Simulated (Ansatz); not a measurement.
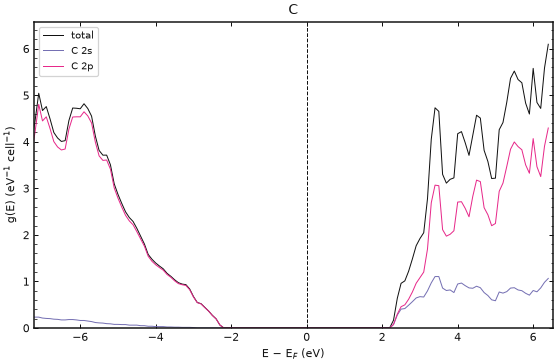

Density of states of C, space group P6_3/mmc, 12 atoms in the cell. Method: DFT PBE, scalar-relativistic, plane waves, PAW, no spin polarisation, 12×12×2 k mesh, 420 eV cutoff, Gaussian smearing of 0.02 eV (Ansatz 0.2.0). Energies are counted from the Fermi level. The partial curves are projected on Löwdin-orthogonalised atomic shells.

There is a gap; over the k points computed it is 4.42 eV. By projected weight, the top eV of the valence band is C 2p almost alone; the bottom eV of the conduction band is C 2p (60 %) and C 2s (40 %).
